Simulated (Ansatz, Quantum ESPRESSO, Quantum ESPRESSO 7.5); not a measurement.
# 2H-WSe2, 1 layer: biaxial strain by an ASE script

Wanted: deformation of the bands of 2H-WSe2, 1 layer, driven from Python.

Program: Quantum ESPRESSO 7.5. Level of theory: plane-wave DFT, PBE, GBRV ultrasoft pseudopotentials (geometry by Ansatz 0.2.0 with PAW datasets; geometry under PBE). Results are calculated unless marked as measured.

## Step 1: The structure

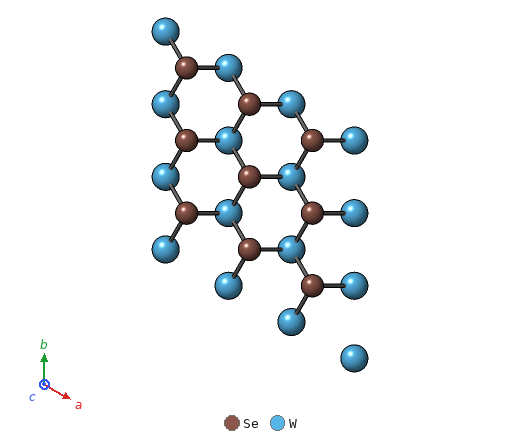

Start, viewed from above; selenium brown, tungsten blue. 3×3×1 cells are drawn. Bonds to atoms that aren't drawn are left out. Some periodic images of atoms are drawn too.

The cell holds 3 atoms: 2 Se and 1 W. Its edges and angles: a = 3.320 Å, b = 3.320 Å, c = 18.740 Å, α = 90.0°, β = 90.0°, γ = 120.0°. It derives from WSe2. Vacuum lies along c.

## Step 2: Relaxation with Ansatz

A relaxation in Ansatz fixes the structure of this slab for the runs on it.

input.yaml

```yaml
crystal:
  lattice:
    - [3.32, 0.0, 0.0]
    - [-1.66, 2.8752043406, 0.0]
    - [0.0, 0.0, 18.7403479339]
  atoms:
    - { symbol: Se, position: [0.3333333333, 0.6666666667, 0.4002060168] }
    - { symbol: W, position: [0.0, 0.0, 0.5] }
    - { symbol: Se, position: [0.3333333333, 0.6666666667, 0.5997939832] }
kpoints:
  mp_grid: { grid: [12, 12, 1] }
hamiltonian:
  xc: pbe
scf:
  occupations: { method: fermi_dirac, width: 0.05 }
  convergence: { dr2_threshold: 1.0e-08 }
efield:
  axis: 3
  dipole_correction: true
  ramp_position: 0.97
  ramp_width: 0.04
relax:
  f_tol: 0.01
  cell: { fix: [c, alpha, beta] }
output:
  write_potential: true
  write_density: true
  volumetric_format: npy
```

The run is started by

```console
ansatz run input.yaml --threads 2 --pin off --max-ram 4096MiB --backend cpu --events-out ev --progress --plain --runs-dir out
```

Numbers of over 12 decimals in the logs are rounded to 6 here.

Log:

```text
Warning: relax.cell: scf.convergence.dr2_threshold = 1e-8 eV is looser than the 3e-10 eV advised for a relaxation that steers and ends on the stress (1e-10 eV for each atom of the cell: 3). What an SCF threshold leaves in a stress goes as its square root, and in the free energy as the threshold itself, and one threshold admits the most on a small cell: [figures from the program's tests cut] Set scf.convergence.dr2_threshold to 3e-10 eV or tighter. The threshold is an SCF's pass mark: one that does not reach it within its budget of iterations ends unconverged, or closes short of it on a stop that the run arms, and scf.convergence.dr2_threshold's page says what that costs each kind of run
Engine: ansatz 0.2.0, aarch64-unknown-linux-gnu
Pseudopotentials: kind: paw
Pseudopotential: Se, paw, valence charge 16, recommended cutoff 420 eV (normal), Se.paw.azcp
Pseudopotential: W, paw, valence charge 14, recommended cutoff 420 eV (normal), W.paw.azcp
Functional definition: PBE
  parameter kappa = 0.804
  parameter beta = 0.066725
  exchange = pbe_x(kappa = kappa, mu = beta*pi^2/3)
  correlation = pbe_c(beta = beta)
Crystal: 3 atoms, lattice volume = 178.889 Å³
Basis set: ecut = 420 eV, 3567 PW (Γ), exchange–correlation on 48×48×256 points (8 copies of the dense FFT grid, shifted against one another)
Bands: 28, of which v1, the nominal top of the filled ones, is band 23 counted from 1 (22 counted from 0)
Symmetry: 6 space group operations
k-points: 19 of 144 (time reversal used)
Non-local potential: Se, projectors of the file, l = 0: 2, l = 1: 2, l = 2: 3, l = 3: 1
Non-local potential: W, projectors of the file, l = 0: 3, l = 1: 2, l = 2: 2, l = 3: 1
PAW form: soft (Blöchl's): semilocal exchange-correlation on the pseudo side does not see the compensation charge
PAW one-centre angular grid: Se, 590 points (default); XC on 64 Gauss nodes
PAW one-centre angular grid: W, 590 points (default); XC on 64 Gauss nodes
Initial density: superposition of atomic densities (neutral atoms: chi_scale 0, normalization atom), corrected by the library's trained network
Initial wavefunctions: pseudopotential atomic-orbital guess
Functional: x = pbe(κ = 0.804, μ = 0.219515), c = pbe(β = 0.066725)
SCF iter   1: F=—  HF=-21324.127369 eV  |F-HF|=—  |Δ(HF+E_count)|=         —  Δρ=3.16e-3  dr2=1.81e-2  ethr=1.77e-3  p=0.000 e·Å  D=1.57e-4 V/Å  ΔV_dip=-0.00 eV  dr2_dipole=6.98e-7  V_vac-E_F(+/−)=4.46/4.46 eV  ⟨swp⟩=8.1  Hψ=2461  notcnv=0
efield: sawtooth ramp at fractional position 0.9700 (set: `efield.ramp_position`, or a place that a band, a saddle search or an elastic batch's reference lends), width 0.0400; the density the first Hamiltonian is built on has a dipole p = 0.000 e·Å; the dipole correction subtracts the counter field D = 1.57e-4 V/Å, which shifts the + side's vacuum level by -0.00 eV against the − side's; the planar-averaged density in the ramp window peaks in size at 3.6e-5 e/Å³
preconditioner: auto → none  [insulator: Δε(μ)=1.081 eV  Ē_g=7.982 eV  σ=0.050 eV  W_gap=1.00  n_scr=12 (ndim 8)  ℏωp=11.8 eV  f_vac=0.621  D(μ)=0.00/eV (n_scr^D=0)  ε∞_Penn≈3.2]
SCF iter   2: F=—  HF=-21324.145367 eV  |F-HF|=—  |Δ(HF+E_count)|=   1.80e-2  Δρ=4.28e-3  dr2=1.35e-1  ethr=3.93e-5  p=-0.000 e·Å  D=-4.37e-4 V/Å  ΔV_dip=0.01 eV  dr2_dipole=2.21e-5  V_vac-E_F(+/−)=4.62/4.62 eV  ⟨swp⟩=2.4  Hψ=1003  notcnv=0  defer=6
SCF iter   3: F=—  HF=-21324.131996 eV  |F-HF|=—  |Δ(HF+E_count)|=   1.34e-2  Δρ=1.51e-3  dr2=7.31e-3  ethr=3.93e-5  p=0.001 e·Å  D=5.10e-4 V/Å  ΔV_dip=-0.01 eV  dr2_dipole=2.32e-5  V_vac-E_F(+/−)=4.37/4.38 eV  ⟨swp⟩=2.2  Hψ=754  notcnv=0  defer=6
SCF iter   4: F=—  HF=-21324.133084 eV  |F-HF|=—  |Δ(HF+E_count)|=   1.09e-3  Δρ=5.13e-4  dr2=3.11e-3  ethr=1.59e-5  p=-0.003 e·Å  D=-3.30e-3 V/Å  ΔV_dip=0.06 eV  dr2_dipole=1.09e-3  V_vac-E_F(+/−)=4.43/4.37 eV  ⟨swp⟩=2.0  Hψ=691  notcnv=0  defer=6
SCF iter   5: F=—  HF=-21324.133060 eV  |F-HF|=—  |Δ(HF+E_count)|=   2.43e-5  Δρ=3.66e-4  dr2=1.93e-3  ethr=6.77e-6  p=0.003 e·Å  D=2.62e-3 V/Å  ΔV_dip=-0.05 eV  dr2_dipole=6.92e-4  V_vac-E_F(+/−)=4.36/4.41 eV  ⟨swp⟩=2.1  Hψ=676  notcnv=0  defer=6
SCF iter   6: F=—  HF=-21324.132969 eV  |F-HF|=—  |Δ(HF+E_count)|=   9.12e-5  Δρ=1.78e-4  dr2=3.87e-4  ethr=4.19e-6  p=0.001 e·Å  D=1.17e-3 V/Å  ΔV_dip=-0.02 eV  dr2_dipole=1.38e-4  V_vac-E_F(+/−)=4.38/4.40 eV  ⟨swp⟩=1.2  Hψ=530  notcnv=0  defer=6
SCF iter   7: F=—  HF=-21324.132949 eV  |F-HF|=—  |Δ(HF+E_count)|=   1.93e-5  Δρ=4.51e-5  dr2=2.21e-5  ethr=8.40e-7  p=0.000 e·Å  D=2.28e-4 V/Å  ΔV_dip=-0.00 eV  dr2_dipole=7.50e-6  V_vac-E_F(+/−)=4.39/4.39 eV  ⟨swp⟩=1.8  Hψ=596  notcnv=0  defer=6
SCF iter   8: F=—  HF=-21324.132925 eV  |F-HF|=—  |Δ(HF+E_count)|=   2.46e-5  Δρ=8.38e-6  dr2=3.49e-7  ethr=4.80e-8  p=-0.000 e·Å  D=-9.96e-7 V/Å  ΔV_dip=0.00 eV  dr2_dipole=8.54e-8  V_vac-E_F(+/−)=4.39/4.39 eV  ⟨swp⟩=2.0  Hψ=645  notcnv=0  defer=6
SCF iter   9: F=—  HF=-21324.132920 eV  |F-HF|=—  |Δ(HF+E_count)|=   4.75e-6  Δρ=2.19e-6  dr2=9.52e-9  ethr=2.17e-11  p=-0.000 e·Å  D=-5.60e-6 V/Å  ΔV_dip=0.00 eV  dr2_dipole=1.12e-9  V_vac-E_F(+/−)=4.39/4.39 eV  ⟨swp⟩=9.3  Hψ=3738  notcnv=0
SCF iter  10: F=-21324.132920 eV  HF=-21324.132920 eV  |F-HF|=1.19e-9  |Δ(HF+E_count)|=   1.72e-8  Δρ=3.61e-7  dr2=5.52e-10  ethr=2.07e-11  p=-0.000 e·Å  D=-5.08e-6 V/Å  ΔV_dip=0.00 eV  dr2_dipole=2.39e-10  V_vac-E_F(+/−)=4.39/4.39 eV  ⟨swp⟩=7.5  Hψ=3196  notcnv=0
SCF 1 converged in 10 iterations: F = -21324.132920 eV  dr2 = 5.52e-10
  greatest PAW one-centre occupation: 1.000 electrons in one spin orbital (limit 2), on the Se atom at site 2 (counted from 0), in its partial waves of l = 2
relax step   1: F+E_penalty+E_count = -21324.13292017 eV  Δ(F+E_penalty+E_count) = +0.000e0 eV  max|allowed force component| = 2.510e0 eV/Å  Δτ_max = 0.0000 Å  P = -4.552 GPa  Ω = 178.889 Å³  fix = [c, alpha, beta]  reactions: c -8.410 GPa  (10 SCF iters, accepted)
Crystal: 3 atoms, lattice volume = 177.006 Å³
Basis set: ecut = 420 eV, 3519 PW (Γ), exchange–correlation on 48×48×256 points (8 copies of the dense FFT grid, shifted against one another)
Initial density: handed on by an earlier stage of this run
Initial wavefunctions: those handed on with the density
iter 1 solved again at ethr=6.72e-4 eV; its pass at ethr=3.10e-3 eV (dr2=3.09e-1 eV) is discarded
SCF iter   1: F=—  HF=-21324.703395 eV  |F-HF|=—  |Δ(HF+E_count)|=         —  Δρ=9.56e-3  dr2=3.11e-1  ethr=6.72e-4  p=0.000 e·Å  D=2.03e-5 V/Å  ΔV_dip=-0.00 eV  dr2_dipole=1.14e-9  V_vac-E_F(+/−)=4.44/4.44 eV  ⟨swp⟩=1.3  Hψ=2872  notcnv=0
[...]
SCF iter   3: F=—  HF=-21324.658273 eV  |F-HF|=—  |Δ(HF+E_count)|=   5.34e-3  Δρ=2.66e-4  dr2=1.85e-4  ethr=1.61e-5  p=0.000 e·Å  D=1.36e-5 V/Å  ΔV_dip=-0.00 eV  dr2_dipole=4.51e-10  V_vac-E_F(+/−)=4.33/4.33 eV  ⟨swp⟩=2.1  Hψ=760  notcnv=0
SCF iter   4: F=—  HF=-21324.658276 eV  |F-HF|=—  |Δ(HF+E_count)|=   2.72e-6  Δρ=5.81e-5  dr2=4.03e-6  ethr=4.02e-7  p=0.000 e·Å  D=4.39e-5 V/Å  ΔV_dip=-0.00 eV  dr2_dipole=4.76e-8  V_vac-E_F(+/−)=4.33/4.33 eV  ⟨swp⟩=2.0  Hψ=717  notcnv=0
SCF iter   5: F=—  HF=-21324.658286 eV  |F-HF|=—  |Δ(HF+E_count)|=   9.75e-6  Δρ=2.68e-5  dr2=4.90e-6  ethr=8.76e-9  p=-0.000 e·Å  D=-1.40e-4 V/Å  ΔV_dip=0.00 eV  dr2_dipole=1.52e-6  V_vac-E_F(+/−)=4.34/4.33 eV  ⟨swp⟩=2.7  Hψ=1030  notcnv=0
SCF iter   6: F=—  HF=-21324.658288 eV  |F-HF|=—  |Δ(HF+E_count)|=   2.19e-6  Δρ=3.50e-5  dr2=2.23e-5  ethr=8.76e-9  p=0.000 e·Å  D=3.64e-4 V/Å  ΔV_dip=-0.01 eV  dr2_dipole=7.41e-6  V_vac-E_F(+/−)=4.33/4.34 eV  ⟨swp⟩=2.2  Hψ=656  notcnv=0  recentre
SCF iter   7: F=—  HF=-21324.658285 eV  |F-HF|=—  |Δ(HF+E_count)|=   2.49e-6  Δρ=3.24e-6  dr2=1.98e-8  ethr=8.76e-9  p=0.000 e·Å  D=1.71e-5 V/Å  ΔV_dip=-0.00 eV  dr2_dipole=2.15e-13  V_vac-E_F(+/−)=4.33/4.34 eV  ⟨swp⟩=2.0  Hψ=634  notcnv=0
SCF iter   8: F=-21324.658285 eV  HF=-21324.658285 eV  |F-HF|=1.56e-9  |Δ(HF+E_count)|=   1.09e-8  Δρ=1.65e-6  dr2=4.07e-9  ethr=2.17e-11  p=0.000 e·Å  D=1.47e-5 V/Å  ΔV_dip=-0.00 eV  dr2_dipole=1.01e-12  V_vac-E_F(+/−)=4.33/4.34 eV  ⟨swp⟩=10.8  Hψ=3576  notcnv=0
SCF 3 converged in 8 iterations: F = -21324.658285 eV  dr2 = 4.07e-9
relax step   3: F+E_penalty+E_count = -21324.65828546 eV  Δ(F+E_penalty+E_count) = -4.544e-3 eV  max|allowed force component| = 6.637e-2 eV/Å  Δτ_max = 0.0077 Å  P = -0.242 GPa  Ω = 179.811 Å³  energy of the carried Pulay correction = -4.769e-5 eV  fix = [c, alpha, beta]  reactions: c -0.200 GPa  (8 SCF iters, accepted)
[...]
relax step   4: F+E_penalty+E_count = -21324.65913323 eV  Δ(F+E_penalty+E_count) = -8.478e-4 eV  max|allowed force component| = 7.040e-3 eV/Å  Δτ_max = 0.0003 Å  P = -0.009 GPa  Ω = 178.878 Å³  energy of the carried Pulay correction = +6.004e-7 eV  fix = [c, alpha, beta]  reactions: c -0.023 GPa  (8 SCF iters, accepted)
Initial wavefunctions: pseudopotential atomic-orbital guess (no wavefunctions were taken with the density)
iter 1 solved again at ethr=7.96e-8 eV; its pass at ethr=3.10e-3 eV (dr2=3.66e-5 eV) is discarded
SCF iter   1: F=—  HF=-21324.659124 eV  |F-HF|=—  |Δ(HF+E_count)|=         —  Δρ=7.27e-7  dr2=8.58e-10  ethr=7.96e-8  p=0.000 e·Å  D=1.68e-5 V/Å  ΔV_dip=-0.00 eV  dr2_dipole=2.03e-13  V_vac-E_F(+/−)=4.32/4.32 eV  ⟨swp⟩=5.1  Hψ=4285  notcnv=0
efield: sawtooth ramp at fractional position 0.9700 (set: `efield.ramp_position`, or a place that a band, a saddle search or an elastic batch's reference lends), width 0.0400; the density the first Hamiltonian is built on has a dipole p = 0.000 e·Å; the dipole correction subtracts the counter field D = 1.68e-5 V/Å, which shifts the + side's vacuum level by -0.00 eV against the − side's; the planar-averaged density in the ramp window peaks in size at 1.7e-5 e/Å³
eigensolver tolerance schedule: the retry pair's looser diagonalisation over-reported the residual by 42677.62 of it (diagonalisation noise at an unbounded share of the residual, at the tolerance the schedule requests for it); recorded, not acted on — ethr = c·dr2/N_el stays at c = 1.0e-1
preconditioner: auto → none  [insulator: Δε(μ)=1.552 eV  Ē_g=8.701 eV  σ=0.050 eV  W_gap=1.00  n_scr=12 (ndim 8)  ℏωp=11.8 eV  f_vac=0.642  D(μ)=0.00/eV (n_scr^D=0)  ε∞_Penn≈2.8]
SCF iter   2: F=—  HF=-21324.659132 eV  |F-HF|=—  |Δ(HF+E_count)|=   8.72e-6  Δρ=5.62e-7  dr2=2.51e-9  ethr=1.87e-12  p=0.000 e·Å  D=1.64e-5 V/Å  ΔV_dip=-0.00 eV  dr2_dipole=6.26e-12  V_vac-E_F(+/−)=4.32/4.32 eV  ⟨swp⟩=15.4  Hψ=4472  notcnv=0
SCF iter   3: F=-21324.659132 eV  HF=-21324.659132 eV  |F-HF|=4.80e-10  |Δ(HF+E_count)|=  3.27e-10  Δρ=3.97e-7  dr2=5.45e-10  ethr=1.87e-12  p=0.000 e·Å  D=1.72e-5 V/Å  ΔV_dip=-0.00 eV  dr2_dipole=1.17e-11  V_vac-E_F(+/−)=4.32/4.32 eV  ⟨swp⟩=7.0  Hψ=3010  notcnv=0
SCF 5 converged in 3 iterations: F = -21324.659132 eV  dr2 = 5.45e-10
relax step   5: F+E_penalty+E_count = -21324.65913246 eV  Δ(F+E_penalty+E_count) = +7.726e-7 eV  max|allowed force component| = 7.034e-3 eV/Å  Δτ_max = 0.0000 Å  P = -0.008 GPa  Ω = 178.878 Å³  fix = [c, alpha, beta]  reactions: c -0.021 GPa  stress off target by 8.73e-4 GPa on what of the cell is left free  SCF on the basis re-selected at this cell (its energy is not comparable with the rows above)  (3 SCF iters)
basis re-selected at this cell: Δ(F+E_penalty+E_count) = +7.726e-7 eV, ΔP = +0.001 GPa vs the last step (what re-selecting the basis moved, of the pressure what is left beyond the Pulay correction that the steps carried, after the strain that the cell walked since its last selection, with what the two solves' SCF thresholds leave and, on support functions, any second-order correction that the steps lacked; it is no m [...]
SCF converged after 3 iterations
Free energy (F): -21324.659132 eV
Harris-Foulkes:  -21324.659132 eV  (|F-HF|=4.80e-10)
Internal energy: -21324.659132 eV  (E = F + TS)
E sigma→0 (E₀):  -21324.659132 eV
Entropy (-TS):   -0.000000 eV (-0.000 meV/atom)
Fermi energy:    1.714591 eV
Dipole field:    D = 0.000012 V/Å  (p = 0.000012 e·Å, saw-weighted, corrected)
Work function:   Φ+ = 4.3190 eV   Φ− = 4.3191 eV
Levels:          The Fermi level and band energies are counted from a zero that moves with the ramp; work functions are not
--- Per-component energies (eV) ---
  E_band       = -1378.688409
  E_kinetic    = 687.587369
  E_local      = -38251.162544  (includes V_loc(G=0)·N_el)
  E_nonlocal   = -1189.875225
  E_hartree    = 18749.180274
  E_xc         = -475.604047
  E_vxc        = -435.511999  (∫ρ·V_xc dr)
  E_paw        = -12385.597833  (= ΣΔE_a)
  E_vpaw       = 311.913350  (= ΣTr[D̂ρ^β])
  E_aug_tail   = -0.001245  (compensation charges beyond the density's cutoff)
  E_efield     = 0.000000  (sawtooth field / dipole correction)
  E_vefield    = -0.000106  (∫n·V_field dr)
  E_ewald      = 11540.814119
  E_smearing   = -0.000000  (= −TS)
  E_closure    = 0.000000  (closes the sum)
  Σ components = -21324.659132   (vs F -21324.659132, Δ=0.00e0)
--- Forces (eV/Å), atoms counted from 1 ---
  atom   1  Se     0.00000000    -0.00000000     0.00703464
  atom   2  W      0.00000000     0.00000000     0.00000067
  atom   3  Se     0.00000000    -0.00000000    -0.00703348
  max |Σ_I F_I| component: 1.84e-6 eV/Å
--- Stress (GPa, compression-positive) ---
       -0.000873      -0.000000      -0.000000
       -0.000000      -0.000873       0.000000
        0.000000       0.000000      -0.021250
  P = ⅓ Tr σ = -0.0077 GPa (-0.077 kbar)
--- Band table (eV; the first three rows and the last of 19) ---
  k-point 0: bands = [... 19 lower, -1.2071, -0.2879, -0.2879, 0.6183, 3.8409, 3.8409, 4.0032, 4.0032, ... 1 higher]
  k-point 1: bands = [... 19 lower, -1.2937, -0.4599, -0.2446, 0.5849, 3.5730, 3.6084, 3.8729, 4.0180, ... 1 higher]
  k-point 2: bands = [... 19 lower, -1.0237, -0.8629, -0.3789, 0.4051, 3.0245, 3.4268, 3.5777, 4.4158, ... 1 higher]
  k-point 18: bands = [... 19 lower, -2.7801, -2.3112, -1.3894, 0.9429, 2.4953, 3.7647, 4.3899, 5.7883, ... 1 higher]
--- Relaxed structure (4 steps of the walk, 4 accepted, 1 SCFs on fresh bases) ---
  F+E_penalty+E_count = -21324.65913246 eV   max|allowed force component| = 7.034e-3 eV/Å   (the final SCF, on the basis selected at the relaxed cell)
  cell:  # Å, volume = 178.8778 Å³
    - [3.319893, 0, 0]
    - [-1.659946, 2.875111, 0]
    - [0, 0, 18.7403479339]
  atoms:
    - { symbol: Se, position: [0.333333, 0.666667, 0.410418] }
    - { symbol: W, position: [0, -2.878355989888598e-17, 0.500000] }
    - { symbol: Se, position: [0.333333, 0.666667, 0.589582] }
```

Run time: 35 s. Hardware: 2 threads of Arm Neoverse N1, shared host; peak memory 0.48 GiB; 68 s of CPU time.

Step by step:

| step | energy less that of the first step (eV) | largest force component (eV/Å) | pressure (GPa) | volume (Å³) |
| --- | --- | --- | --- | --- |
| 1 | 0.0000 | 2.5104 | -4.55 | 178.89 |
| 2 | -0.5208 | 0.2311 | 0.68 | 177.01 |
| 3 | -0.5254 | 0.0664 | -0.24 | 179.81 |
| 4 | -0.5262 | 0.0070 | -0.01 | 178.88 |
| 5* | -0.5262 | 0.0070 | -0.01 | 178.88 |

Relaxation steps marked * repeat the geometry before them on a plane-wave basis chosen anew for their cell, so energy and pressure can jump there.

Forces are held to the 6 operations that the run works with; a distortion that breaks them can't arise in this run.

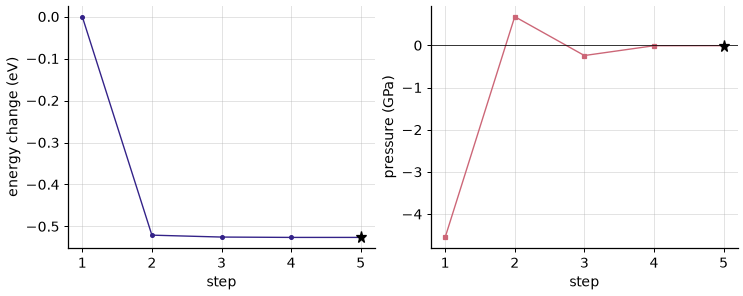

Energy and pressure along the relaxation. Stars mark steps on a basis chosen anew.

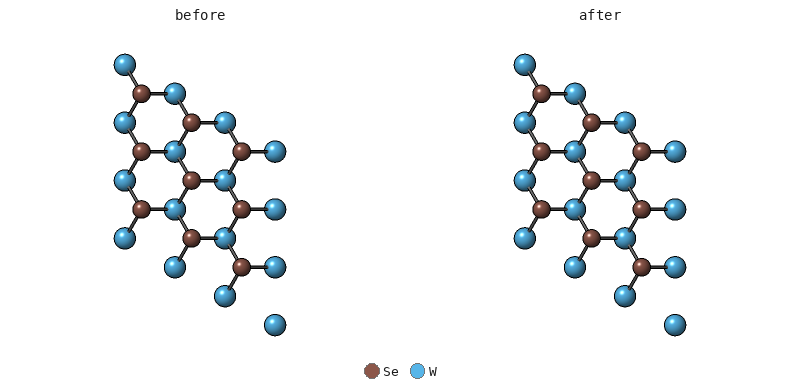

The structure before and after the relaxation, drawn at the same scale. Bonds to atoms that aren't drawn are left out.

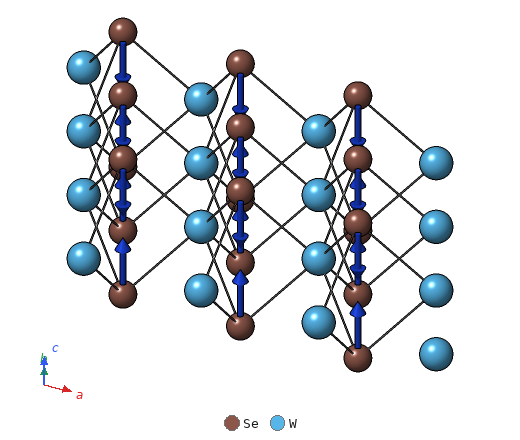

Displacements in the relaxation, exaggerated, measured against the changing cell; the longest in the cell stands for 0.19 Å. Bonds to atoms that aren't drawn are left out. 3×3×1 cells are drawn. Some periodic images of atoms are drawn too.

| cell as run | before | after | change |
| --- | --- | --- | --- |
| a (Å) | 3.320 | 3.320 | -0.0 % |
| b (Å) | 3.320 | 3.320 | -0.0 % |

The atoms that moved most (Å, along periodic axes as changes of fractional coordinates times the final cell, across vacuum about the mean position):

```csv
atom,dx,dy,dz,length
Se3,0.000,0.000,-0.191,0.191
Se1,0.000,0.000,0.191,0.191
```

The relaxed structure:

```cif
data_structure
_symmetry_space_group_name_H-M 'P 1'
_symmetry_Int_Tables_number 1
_cell_length_a 3.3199
_cell_length_b 3.3199
_cell_length_c 18.7403
_cell_angle_alpha 90.000
_cell_angle_beta 90.000
_cell_angle_gamma 120.000
_cell_volume 178.88
loop_
_atom_site_label
_atom_site_type_symbol
_atom_site_fract_x
_atom_site_fract_y
_atom_site_fract_z
_atom_site_occupancy
Se1 Se 0.33333 0.66667 0.41042 1
W2 W 0.00000 0.00000 0.50000 1
Se3 Se 0.33333 0.66667 0.58958 1
```

Read from the output:

| Item | Value |
| --- | --- |
| free energy | -21324.6591 eV |
| Fermi energy | 1.715 eV |
| gap by band count | 1.552 eV |
| symmetry operations | 6 |
| dipole along the normal | 1.22e-5 e·Å |
| vacuum level at the upper face over a Fermi level inside the gap | 4.319 eV |
| vacuum level at the lower face over a Fermi level inside the gap | 4.319 eV |

(Part 1 of 2 ends here.)

[Logs are printed without paths, hosts, clocks, repeated set-up lines and the standing remarks that a program may print on its own settings, such as how far it seeks lower states.]

[Hosts, paths, dates, database ids (printed as entryN), source tags and the programs' standing remarks are cut or masked in the printed files.]

[Maps of the electrostatic potential energy from Ansatz leave out the sawtooth potential of an applied field or a dipole correction, so their vacuum need not be flat; planar profiles and work functions include it.]
